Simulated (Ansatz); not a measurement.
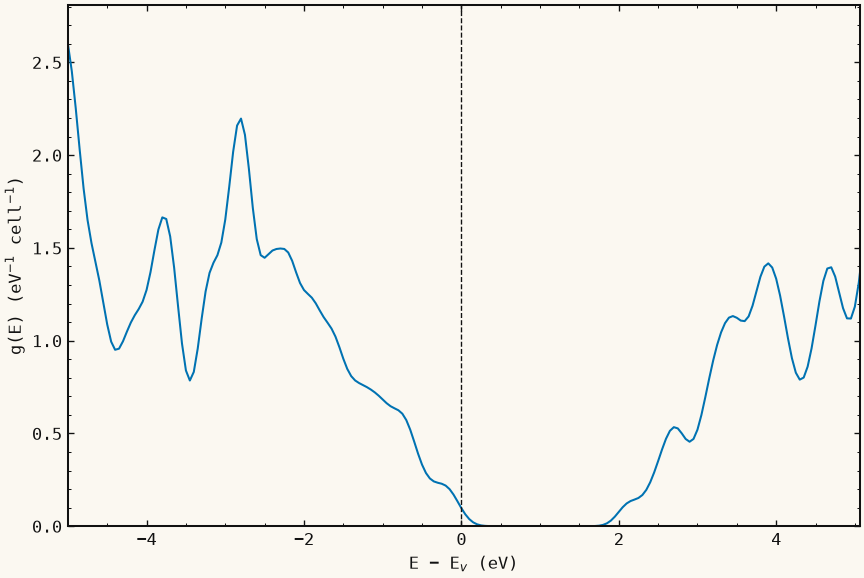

Density of states. Energies are counted from the top of the valence band. The curve is built from the levels of the k mesh with Gaussians 0.3 eV wide, which also blur the band edges.

Structure: SiC3, space group R3m (No. 160), 4 atoms in the cell, biaxial (xy) strain +3.0%; a = 4.96 Å, b = 4.96 Å, c = 4.96 Å, α = 34.17°, β = 34.17°, γ = 34.17°.

Method: DFT, r2SCAN, plane waves, PAW, no spin polarisation, 10×10×10 k mesh, 500 eV cutoff (Ansatz 0.2.0).

Q: Metal or insulator, going by the density of states?

A: There is a gap; over the k points computed it is 2.06 eV (indirect; the smallest direct gap is 3.15 eV).

Q: Where is the tallest peak of the filled states in the window?

A: Within the window shown, the tallest peak of the filled states lies 2.8 eV under the valence-band top, at about 2.2 states per eV and cell.

The cell is at −14 GPa in this functional.
